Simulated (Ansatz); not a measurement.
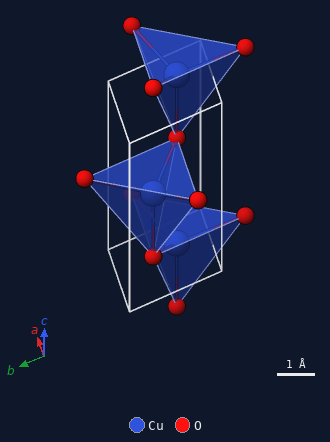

*The structure (polyhedral view of the cell of the calculation, seen at an oblique angle; polyhedra are completed across the faces of the cell).*

## Single-point calculation of CuO (part 1 of 3)

CuO (P6₃mc, 4 atoms in the cell), computed with DFT LDA+U+J, spin-orbit coupling, plane waves, PAW, U = 7 eV, J = 0.7 eV on Cu atom 1 d; U = 7 eV, J = 0.7 eV on Cu atom 2 d (Ansatz 0.2.0).

The structure was built on a prototype by a generator; it need not be a known phase. It belongs to a series of runs on one base structure; here: natural orbitals of the symmetric run, filled by rank. Figures and captions count atoms from 1; the log counts them from 0 in places.

### What the program printed
```
Warning: crystal.symmetry: narrowed to the stabiliser of the occupation matrices — unitary ops 6 → 2, anti-unitary 6 → 2; lowered by the specified shells (site 0, l: d), (site 1, l: d); largest admitted image defect 1.1e-9, smallest excluded 8.5e-4 — at a rounding scale rather than a splitting's, so precision (not physics) most likely lowered the group: (i) a fixed point transcribed at too few decimals — re-emit the block at full precision (to 7 decimals or more, rounded to nearest) from a symmetrised source (a converged report's `n_mat` / `n_mat_spinor`) (of a frozen-density pass: in the run whose state it reads); (ii) an ideal-frame block (an integer orbital projector, an idealised texture) on a cell whose axes stand turned off the Cartesian frame, by the skew part of `crystal.lattice` components quoted to fewer than ~8 significant digits (a pasted vc-relax cell, a converted CIF) or by a rigid turn of the whole cell — no re-emission of the block helps: idealise the lattice (type its vectors, and each `position_ang` with them, on the ideal axes at full precision, or, with the positions in fractional coordinates, give it by lengths and angles where the standard orientation, in which the cell is then laid, is the block's frame; more digits alone cure only the first) (of a frozen-density pass: in the run whose state it reads); (iii) or the lowering is deliberate and this small, and then it is physics — the group the occupation matrices admit
Warning: output.stress: scf.convergence.dr2_threshold = 1e-7 eV (the SCF's general default) is looser than the 4e-10 eV advised for a printed stress (1e-10 eV for each atom of the cell: 4). What an SCF threshold leaves in a stress goes as its square root, and in the free energy as the threshold itself, and one threshold admits the most on a small cell: of the crystals measured, under no hybrid functional and no lock of the moments, on runs that ended without the residual-converged pass, on stresses that held no estimate of that error, the worst erred by over 100 MPa in a component at 1e-7 eV an atom and by under 5 at 1e-10. Set scf.convergence.dr2_threshold to 4e-10 eV or tighter. The threshold is an SCF's pass mark: one that does not reach it within its budget of iterations ends unconverged, or closes short of it on a stop that the run arms, and scf.convergence.dr2_threshold's page says what that costs each kind of run
Cu: projections on atomic orbitals take those of the free atom [Ne] 3s2 3p6 3d10 4s1, of charge +0.00 (hamiltonian.pseudopotentials.projection_atoms); the dataset's partial waves leave at most 2.0e-9 of an orbital's norm unspanned inside its sphere
O: projections on atomic orbitals take those of the free atom [He] 2s2 2p4, of charge +0.00 (hamiltonian.pseudopotentials.projection_atoms); the dataset's partial waves leave at most 1.5e-11 of an orbital's norm unspanned inside its sphere
Engine: ansatz 0.2.0, x86_64-unknown-linux-gnu
Pseudopotentials: kind: paw_fr
Pseudopotential: Cu, paw_fr, valence charge 19, recommended cutoff 420 eV (normal), Cu.paw.azcp#standard-fr
Pseudopotential: O, paw_fr, valence charge 6, recommended cutoff 420 eV (normal), O.paw.azcp#standard-fr
Functional definition: SPW92
  exchange = slater_x
  correlation = pw_c
Crystal: 4 atoms, lattice volume = 50.418 Å³
Basis set: ecut = 420 eV, 989 PW (Γ)
Bands: 60, of which v1, the nominal top of the filled ones, is band 50 counted from 1 (49 counted from 0)
Symmetry: 2 space group operations + 2 with time reversal
k-points: 84 of 196 (time reversal used)
Projection manifold: j_resolved (fully-relativistic pseudo-atomic orbitals)
Non-local potential: Cu, projectors of the file, l = 0: 3, l = 1: 4, l = 2: 6, l = 3: 2
Non-local potential: O, projectors of the file, l = 0: 2, l = 1: 4, l = 2: 2
PAW form: soft (Blöchl's): semilocal exchange-correlation on the pseudo side does not see the compensation charge
PAW frozen core: Cu, regenerated for the run's functional, and the local potential with it (the file was generated under x = pbe(κ = 0.804, μ = 0.2195149727645171), c = pbe(β = 0.06672455060314922))
PAW frozen core: O, regenerated for the run's functional, and the local potential with it (the file was generated under x = pbe(κ = 0.804, μ = 0.2195149727645171), c = pbe(β = 0.06672455060314922))
PAW one-centre angular grid: Cu, 590 points (default); XC on 64 Gauss nodes
PAW one-centre angular grid: O, 110 points (default); XC on 64 Gauss nodes
Initial density: superposition of atomic densities (chi_scale 0.1, normalization cell, long waves kept (reshape's long-wave potential 0.00 eV rms))
Starting moments: Σ|m| = 2 μB on 2 of 4 sites
Initial wavefunctions: pseudopotential atomic-orbital guess
Functional: x = slater, c = lda
SCF iter   1: F=—  HF=-14215.266703 eV  |F-HF|=—  |Δ(HF+E_count)|=         —  Δρ=8.45e-2  dr2=1.85e0  dr2_m=1.77e-1  ethr=3.10e-3  |M|=3.74e-5 ∫|m|=1.97e0 μB  |m|>n=0.0e0 m-floor=6.8e-3 τ_xc=4.8e-33  β_m=0.30  ⟨swp⟩=8.2  Hψ=24291  notcnv=0  defer=30
preconditioner: auto → Resta (q_TF=auto, 2.725 Å⁻¹)  ε∞=7.3  [insulator: Δε(μ)=1.023 eV  Ē_g=12.107 eV  σ=0.050 eV  W_gap=1.00  n_scr=22 (ndim 8)  ℏωp=30.5 eV  f_vac=0.056  D(μ)=0.00/eV (n_scr^D=0)  ε∞_Penn≈7.3]
spin=Noncollinear: Resta preconditioning applied to the charge; magnetization (m_x, m_y, m_z) channels mix plain (no charge-response kernel on spin).
SCF iter   2: F=—  HF=-14215.273430 eV  |F-HF|=—  |Δ(HF+E_count)|=   6.73e-3  Δρ=4.97e-2  dr2=5.72e-1  dr2_m=8.93e-2  ethr=3.10e-3  |M|=2.83e-5 ∫|m|=1.96e0 μB  |m|>n=0.0e0 m-floor=0.0e0 τ_xc=3.0e-20  β_m=0.30  ⟨swp⟩=2.0  Hψ=8686  notcnv=0  defer=372
SCF iter   3: F=—  HF=-14215.327885 eV  |F-HF|=—  |Δ(HF+E_count)|=   5.45e-2  Δρ=2.23e-2  dr2=1.39e-1  dr2_m=4.61e-2  ethr=1.14e-3  |M|=2.81e-5 ∫|m|=1.95e0 μB  |m|>n=0.0e0 m-floor=0.0e0 τ_xc=5.1e-20  β_m=0.30  ⟨swp⟩=2.0  Hψ=5136  notcnv=0  defer=372
SCF iter   4: F=—  HF=-14215.296989 eV  |F-HF|=—  |Δ(HF+E_count)|=   3.09e-2  Δρ=1.48e-2  dr2=5.85e-3  dr2_m=2.52e-2  ethr=2.77e-4  |M|=2.91e-5 ∫|m|=1.95e0 μB  |m|>n=0.0e0 m-floor=0.0e0 τ_xc=6.7e-20  β_m=0.30  ⟨swp⟩=3.0  Hψ=10464  notcnv=0  defer=372
SCF iter   5: F=—  HF=-14215.311532 eV  |F-HF|=—  |Δ(HF+E_count)|=   1.45e-2  Δρ=1.12e-2  dr2=2.15e-3  dr2_m=1.46e-2  ethr=1.17e-5  |M|=2.92e-5 ∫|m|=1.95e0 μB  |m|>n=0.0e0 m-floor=0.0e0 τ_xc=8.0e-20  β_m=0.30  ⟨swp⟩=2.0  Hψ=9334  notcnv=0  defer=372
SCF iter   6: F=—  HF=-14215.323935 eV  |F-HF|=—  |Δ(HF+E_count)|=   1.24e-2  Δρ=8.55e-3  dr2=1.58e-3  dr2_m=8.46e-3  ethr=4.31e-6  |M|=2.93e-5 ∫|m|=1.95e0 μB  |m|>n=0.0e0 m-floor=0.0e0 τ_xc=9.0e-20  β_m=0.30  ⟨swp⟩=2.0  Hψ=9294  notcnv=0  defer=372
SCF iter   7: F=—  HF=-14215.325913 eV  |F-HF|=—  |Δ(HF+E_count)|=   1.98e-3  Δρ=6.08e-3  dr2=2.50e-4  dr2_m=4.28e-3  ethr=3.15e-6  |M|=2.95e-5 ∫|m|=1.95e0 μB  |m|>n=0.0e0 m-floor=0.0e0 τ_xc=9.6e-20  β_m=0.30  ⟨swp⟩=2.6  Hψ=7359  notcnv=0  defer=372
SCF iter   8: F=—  HF=-14215.327365 eV  |F-HF|=—  |Δ(HF+E_count)|=   1.45e-3  Δρ=4.34e-3  dr2=3.51e-4  dr2_m=2.18e-3  ethr=5.01e-7  |M|=2.98e-5 ∫|m|=1.95e0 μB  |m|>n=0.0e0 m-floor=0.0e0 τ_xc=1.0e-19  β_m=0.30  ⟨swp⟩=2.0  Hψ=8868  notcnv=0  defer=372
Mixer restart at iter 8: flushing history
spin-set hold released at iteration 8 (site moments contracting): the magnetisation degrees of freedom join the quasi-Newton model from the next iteration; the mixer history was flushed
SCF iter   9: F=—  HF=-14215.328099 eV  |F-HF|=—  |Δ(HF+E_count)|=   7.34e-4  Δρ=3.19e-3  dr2=2.60e-4  dr2_m=1.18e-3  ethr=5.01e-7  |M|=2.99e-5 ∫|m|=1.95e0 μB  |m|>n=0.0e0 m-floor=0.0e0 τ_xc=1.1e-19  β_m=0.65  ⟨swp⟩=2.4  Hψ=6601  notcnv=0  defer=372
SCF iter  10: F=—  HF=-14215.328877 eV  |F-HF|=—  |Δ(HF+E_count)|=   7.77e-4  Δρ=5.36e-4  dr2=6.68e-5  dr2_m=2.58e-5  ethr=5.01e-7  |M|=3.01e-5 ∫|m|=1.96e0 μB  |m|>n=0.0e0 m-floor=0.0e0 τ_xc=1.2e-19  β_m=0.57  ⟨swp⟩=2.0  Hψ=8700  notcnv=0  defer=372
SCF iter  11: F=—  HF=-14215.328856 eV  |F-HF|=—  |Δ(HF+E_count)|=   2.10e-5  Δρ=2.59e-4  dr2=4.39e-6  dr2_m=7.77e-6  ethr=1.34e-7  |M|=3.01e-5 ∫|m|=1.96e0 μB  |m|>n=0.0e0 m-floor=0.0e0 τ_xc=1.2e-19  β_m=0.57  ⟨swp⟩=2.0  Hψ=8911  notcnv=0  defer=372
Mixer restart at iter 11: flushing history
SCF iter  12: F=—  HF=-14215.333188 eV  |F-HF|=—  |Δ(HF+E_count)|=         —  Δρ=3.06e-4  dr2=9.69e-7  dr2_m=1.09e-5  ethr=8.79e-9  |M|=3.04e-5 ∫|m|=1.96e0 μB  |m|>n=0.0e0 m-floor=0.0e0 τ_xc=1.2e-19  β_m=0.57  ⟨swp⟩=3.0  Hψ=8546  notcnv=0  defer=372
SCF iter  13: F=—  HF=-14215.535491 eV  |F-HF|=—  |Δ(HF+E_count)|=   2.02e-1  Δρ=1.16e-2  dr2=5.47e-2  dr2_m=1.56e-2  ethr=1.94e-9  |M|=4.31e-5 ∫|m|=1.92e0 μB  |m|>n=0.0e0 m-floor=0.0e0 τ_xc=1.2e-19  β_m=0.19  ⟨swp⟩=4.1  Hψ=12079  notcnv=0  defer=372
SCF iter  14: F=—  HF=-14215.564020 eV  |F-HF|=—  |Δ(HF+E_count)|=   2.85e-2  Δρ=1.15e-2  dr2=3.89e-2  dr2_m=1.55e-2  ethr=1.94e-9  |M|=4.63e-5 ∫|m|=1.91e0 μB  |m|>n=0.0e0 m-floor=0.0e0 τ_xc=1.3e-19  β_m=0.15  ⟨swp⟩=4.1  Hψ=16678  notcnv=0  defer=368
SCF iter  15: F=—  HF=-14215.574782 eV  |F-HF|=—  |Δ(HF+E_count)|=   1.08e-2  Δρ=6.18e-3  dr2=8.95e-3  dr2_m=4.51e-3  ethr=1.94e-9  |M|=5.09e-5 ∫|m|=1.91e0 μB  |m|>n=0.0e0 m-floor=0.0e0 τ_xc=1.6e-19  β_m=0.14  ⟨swp⟩=4.8  Hψ=16644  notcnv=0  defer=368
SCF iter  16: F=—  HF=-14215.612684 eV  |F-HF|=—  |Δ(HF+E_count)|=   3.79e-2  Δρ=3.43e-3  dr2=1.23e-3  dr2_m=1.50e-3  ethr=1.94e-9  |M|=5.88e-5 ∫|m|=1.90e0 μB  |m|>n=0.0e0 m-floor=0.0e0 τ_xc=2.1e-19  β_m=0.32  ⟨swp⟩=5.0  Hψ=18639  notcnv=0  defer=368
SCF iter  17: F=—  HF=-14215.698720 eV  |F-HF|=—  |Δ(HF+E_count)|=   8.60e-2  Δρ=8.00e-3  dr2=1.49e-2  dr2_m=7.65e-3  ethr=1.94e-9  |M|=8.70e-5 ∫|m|=1.82e0 μB  |m|>n=0.0e0 m-floor=0.0e0 τ_xc=3.4e-19  β_m=0.33  ⟨swp⟩=5.0  Hψ=20110  notcnv=0  defer=378
SCF iter  18: F=—  HF=-14215.755937 eV  |F-HF|=—  |Δ(HF+E_count)|=   5.72e-2  Δρ=6.32e-3  dr2=5.34e-3  dr2_m=5.10e-3  ethr=1.94e-9  |M|=1.05e-4 ∫|m|=1.77e0 μB  |m|>n=0.0e0 m-floor=0.0e0 τ_xc=4.8e-19  β_m=0.82  ⟨swp⟩=5.5  Hψ=19862  notcnv=0  defer=378
SCF iter  19: F=—  HF=-14215.805111 eV  |F-HF|=—  |Δ(HF+E_count)|=   4.92e-2  Δρ=4.71e-3  dr2=9.34e-3  dr2_m=2.79e-3  ethr=1.94e-9  |M|=1.12e-4 ∫|m|=1.70e0 μB  |m|>n=0.0e0 m-floor=0.0e0 τ_xc=8.2e-19  β_m=0.91  ⟨swp⟩=5.2  Hψ=21210  notcnv=0  defer=382
SCF iter  20: F=—  HF=-14215.826740 eV  |F-HF|=—  |Δ(HF+E_count)|=   2.16e-2  Δρ=5.70e-3  dr2=6.96e-4  dr2_m=4.74e-3  ethr=1.94e-9  |M|=1.01e-4 ∫|m|=1.65e0 μB  |m|>n=0.0e0 m-floor=0.0e0 τ_xc=9.9e-19  β_m=0.95  ⟨swp⟩=4.1  Hψ=15944  notcnv=0  defer=378
SCF iter  21: F=—  HF=-14215.846658 eV  |F-HF|=—  |Δ(HF+E_count)|=   1.99e-2  Δρ=6.53e-3  dr2=1.20e-3  dr2_m=5.83e-3  ethr=1.94e-9  |M|=9.52e-5 ∫|m|=1.62e0 μB  |m|>n=0.0e0 m-floor=0.0e0 τ_xc=1.1e-18  β_m=0.05  ⟨swp⟩=4.0  Hψ=15704  notcnv=0  defer=378
SCF iter  22: F=—  HF=-14215.851494 eV  |F-HF|=—  |Δ(HF+E_count)|=   4.84e-3  Δρ=2.56e-3  dr2=1.72e-3  dr2_m=1.62e-3  ethr=1.94e-9  |M|=9.23e-5 ∫|m|=1.62e0 μB  |m|>n=0.0e0 m-floor=0.0e0 τ_xc=1.2e-18  β_m=0.58  ⟨swp⟩=4.3  Hψ=16179  notcnv=0  defer=378
SCF iter  23: F=—  HF=-14215.915798 eV  |F-HF|=—  |Δ(HF+E_count)|=   6.43e-2  Δρ=7.54e-3  dr2=2.30e-2  dr2_m=5.50e-3  ethr=1.94e-9  |M|=6.42e-5 ∫|m|=1.55e0 μB  |m|>n=0.0e0 m-floor=0.0e0 τ_xc=1.6e-18  β_m=0.45  ⟨swp⟩=5.0  Hψ=18988  notcnv=0  defer=374  recentre
SCF iter  24: F=—  HF=-14215.814919 eV  |F-HF|=—  |Δ(HF+E_count)|=   1.01e-1  Δρ=4.74e-3  dr2=4.48e-4  dr2_m=3.37e-3  ethr=1.94e-9  |M|=1.02e-4 ∫|m|=1.68e0 μB  |m|>n=0.0e0 m-floor=0.0e0 τ_xc=9.5e-19  β_m=0.60  ⟨swp⟩=5.2  Hψ=20783  notcnv=0  defer=378
SCF iter  25: F=—  HF=-14215.756091 eV  |F-HF|=—  |Δ(HF+E_count)|=   5.88e-2  Δρ=9.19e-3  dr2=3.58e-2  dr2_m=6.59e-3  ethr=1.94e-9  |M|=1.39e-4 ∫|m|=1.78e0 μB  |m|>n=0.0e0 m-floor=0.0e0 τ_xc=4.2e-19  β_m=1.00  ⟨swp⟩=5.2  Hψ=19619  notcnv=0  defer=382  recentre
SCF iter  26: F=—  HF=-14215.831341 eV  |F-HF|=—  |Δ(HF+E_count)|=   7.52e-2  Δρ=6.63e-3  dr2=5.75e-3  dr2_m=6.01e-3  ethr=1.94e-9  |M|=9.71e-5 ∫|m|=1.66e0 μB  |m|>n=0.0e0 m-floor=0.0e0 τ_xc=1.1e-18  β_m=0.20  ⟨swp⟩=5.0  Hψ=19937  notcnv=0  defer=378
SCF iter  27: F=—  HF=-14215.836740 eV  |F-HF|=—  |Δ(HF+E_count)|=   5.40e-3  Δρ=4.04e-3  dr2=6.00e-3  dr2_m=1.79e-3  ethr=1.94e-9  |M|=1.00e-4 ∫|m|=1.62e0 μB  |m|>n=0.0e0 m-floor=0.0e0 τ_xc=1.0e-18  β_m=1.00  ⟨swp⟩=4.8  Hψ=18578  notcnv=0  defer=376
SCF iter  28: F=—  HF=-14215.787382 eV  |F-HF|=—  |Δ(HF+E_count)|=   4.94e-2  Δρ=5.31e-3  dr2=1.19e-2  dr2_m=2.96e-3  ethr=1.94e-9  |M|=1.26e-4 ∫|m|=1.68e0 μB  |m|>n=0.0e0 m-floor=0.0e0 τ_xc=6.0e-19  β_m=0.20  ⟨swp⟩=5.0  Hψ=18517  notcnv=0  defer=376
SCF iter  29: F=—  HF=-14215.796430 eV  |F-HF|=—  |Δ(HF+E_count)|=   9.05e-3  Δρ=1.67e-2  dr2=1.19e-1  dr2_m=4.70e-3  ethr=1.94e-9  |M|=1.28e-4 ∫|m|=1.62e0 μB  |m|>n=0.0e0 m-floor=0.0e0 τ_xc=5.8e-19  β_m=0.12  ⟨swp⟩=5.0  Hψ=18760  notcnv=0  defer=376  recentre
SCF iter  30: F=—  HF=-14215.803295 eV  |F-HF|=—  |Δ(HF+E_count)|=   6.86e-3  Δρ=1.63e-2  dr2=1.13e-1  dr2_m=4.49e-3  ethr=1.94e-9  |M|=1.26e-4 ∫|m|=1.61e0 μB  |m|>n=0.0e0 m-floor=0.0e0 τ_xc=6.4e-19  β_m=0.53  ⟨swp⟩=3.1  Hψ=11744  notcnv=0  defer=376
SCF iter  31: F=—  HF=-14215.887529 eV  |F-HF|=—  |Δ(HF+E_count)|=   8.42e-2  Δρ=6.29e-3  dr2=1.64e-2  dr2_m=4.51e-3  ethr=1.94e-9  |M|=8.79e-5 ∫|m|=1.56e0 μB  |m|>n=0.0e0 m-floor=0.0e0 τ_xc=1.4e-18  β_m=0.34  ⟨swp⟩=5.0  Hψ=18347  notcnv=0  defer=376
SCF iter  32: F=—  HF=-14215.832722 eV  |F-HF|=—  |Δ(HF+E_count)|=   5.48e-2  Δρ=8.16e-3  dr2=2.90e-2  dr2_m=2.02e-3  ethr=1.94e-9  |M|=1.28e-4 ∫|m|=1.58e0 μB  |m|>n=0.0e0 m-floor=0.0e0 τ_xc=9.3e-19  β_m=0.33  ⟨swp⟩=4.0  Hψ=15392  notcnv=0  defer=374
SCF iter  33: F=—  HF=-14215.876577 eV  |F-HF|=—  |Δ(HF+E_count)|=   4.39e-2  Δρ=2.49e-3  dr2=2.51e-4  dr2_m=1.95e-3  ethr=1.94e-9  |M|=1.11e-4 ∫|m|=1.53e0 μB  |m|>n=0.0e0 m-floor=0.0e0 τ_xc=1.2e-18  β_m=0.95  ⟨swp⟩=3.9  Hψ=14918  notcnv=0  defer=374
SCF iter  34: F=—  HF=-14215.880414 eV  |F-HF|=—  |Δ(HF+E_count)|=   3.84e-3  Δρ=4.65e-3  dr2=1.35e-3  dr2_m=3.79e-3  ethr=1.94e-9  |M|=1.06e-4 ∫|m|=1.52e0 μB  |m|>n=0.0e0 m-floor=0.0e0 τ_xc=1.2e-18  β_m=0.38  ⟨swp⟩=3.1  Hψ=13499  notcnv=0  defer=374
SCF iter  35: F=—  HF=-14215.916773 eV  |F-HF|=—  |Δ(HF+E_count)|=   3.64e-2  Δρ=7.55e-3  dr2=2.28e-2  dr2_m=3.81e-3  ethr=1.94e-9  |M|=9.89e-5 ∫|m|=1.48e0 μB  |m|>n=0.0e0 m-floor=0.0e0 τ_xc=1.5e-18  β_m=0.60  ⟨swp⟩=4.0  Hψ=15800  notcnv=0  defer=374  recentre
SCF iter  36: F=—  HF=-14215.920086 eV  |F-HF|=—  |Δ(HF+E_count)|=   3.31e-3  Δρ=7.53e-3  dr2=2.28e-2  dr2_m=5.61e-3  ethr=1.94e-9  |M|=8.68e-5 ∫|m|=1.48e0 μB  |m|>n=0.0e0 m-floor=0.0e0 τ_xc=1.5e-18  β_m=0.37  ⟨swp⟩=3.9  Hψ=13971  notcnv=0  defer=374
SCF iter  37: F=—  HF=-14215.955070 eV  |F-HF|=—  |Δ(HF+E_count)|=   3.50e-2  Δρ=1.43e-2  dr2=8.59e-2  dr2_m=1.05e-2  ethr=1.94e-9  |M|=7.65e-5 ∫|m|=1.44e0 μB  |m|>n=0.0e0 m-floor=0.0e0 τ_xc=1.7e-18  β_m=0.18  ⟨swp⟩=4.1  Hψ=14926  notcnv=0  defer=374  recentre
SCF iter  38: F=—  HF=-14215.900924 eV  |F-HF|=—  |Δ(HF+E_count)|=   5.41e-2  Δρ=4.95e-3  dr2=5.21e-3  dr2_m=4.38e-3  ethr=1.94e-9  |M|=1.12e-4 ∫|m|=1.43e0 μB  |m|>n=0.0e0 m-floor=0.0e0 τ_xc=1.3e-18  β_m=0.32  ⟨swp⟩=5.0  Hψ=18837  notcnv=0  defer=374
SCF iter  39: F=—  HF=-14215.953134 eV  |F-HF|=—  |Δ(HF+E_count)|=   5.22e-2  Δρ=2.86e-3  dr2=2.19e-3  dr2_m=1.54e-3  ethr=1.94e-9  |M|=1.07e-4 ∫|m|=1.33e0 μB  |m|>n=0.0e0 m-floor=0.0e0 τ_xc=1.5e-18  β_m=0.18  ⟨swp⟩=5.8  Hψ=21201  notcnv=0  defer=374
SCF iter  40: F=—  HF=-14215.996505 eV  |F-HF|=—  |Δ(HF+E_count)|=   4.34e-2  Δρ=5.02e-3  dr2=4.82e-4  dr2_m=3.24e-3  ethr=1.94e-9  |M|=8.93e-5 ∫|m|=1.20e0 μB  |m|>n=0.0e0 m-floor=0.0e0 τ_xc=2.0e-18  β_m=0.56  ⟨swp⟩=5.0  Hψ=20673  notcnv=0  defer=376
SCF iter  41: F=—  HF=-14216.001318 eV  |F-HF|=—  |Δ(HF+E_count)|=   4.81e-3  Δρ=1.98e-3  dr2=4.37e-4  dr2_m=5.68e-4  ethr=1.94e-9  |M|=8.99e-5 ∫|m|=1.22e0 μB  |m|>n=0.0e0 m-floor=0.0e0 τ_xc=1.9e-18  β_m=0.78  ⟨swp⟩=4.0  Hψ=14721  notcnv=0  defer=364
SCF iter  42: F=—  HF=-14216.001558 eV  |F-HF|=—  |Δ(HF+E_count)|=   2.40e-4  Δρ=1.24e-3  dr2=4.31e-4  dr2_m=3.50e-4  ethr=1.94e-9  |M|=9.82e-5 ∫|m|=1.20e0 μB  |m|>n=0.0e0 m-floor=0.0e0 τ_xc=2.0e-18  β_m=0.89  ⟨swp⟩=3.0  Hψ=12958  notcnv=0  defer=364
SCF iter  43: F=—  HF=-14216.005193 eV  |F-HF|=—  |Δ(HF+E_count)|=   3.64e-3  Δρ=9.30e-4  dr2=2.64e-4  dr2_m=1.40e-5  ethr=1.94e-9  |M|=1.05e-4 ∫|m|=1.22e0 μB  |m|>n=0.0e0 m-floor=0.0e0 τ_xc=1.9e-18  β_m=0.87  ⟨swp⟩=4.0  Hψ=15680  notcnv=0  defer=364
SCF iter  44: F=—  HF=-14216.005419 eV  |F-HF|=—  |Δ(HF+E_count)|=   2.26e-4  Δρ=8.05e-4  dr2=2.30e-4  dr2_m=2.89e-5  ethr=1.94e-9  |M|=1.11e-4 ∫|m|=1.22e0 μB  |m|>n=0.0e0 m-floor=0.0e0 τ_xc=1.9e-18  β_m=0.78  ⟨swp⟩=4.0  Hψ=15598  notcnv=0  defer=364
SCF iter  45: F=—  HF=-14216.005584 eV  |F-HF|=—  |Δ(HF+E_count)|=   1.65e-4  Δρ=7.25e-4  dr2=2.06e-4  dr2_m=1.56e-5  ethr=1.94e-9  |M|=1.14e-4 ∫|m|=1.23e0 μB  |m|>n=0.0e0 m-floor=0.0e0 τ_xc=1.9e-18  β_m=0.89  ⟨swp⟩=3.1  Hψ=12822  notcnv=0  defer=364
```
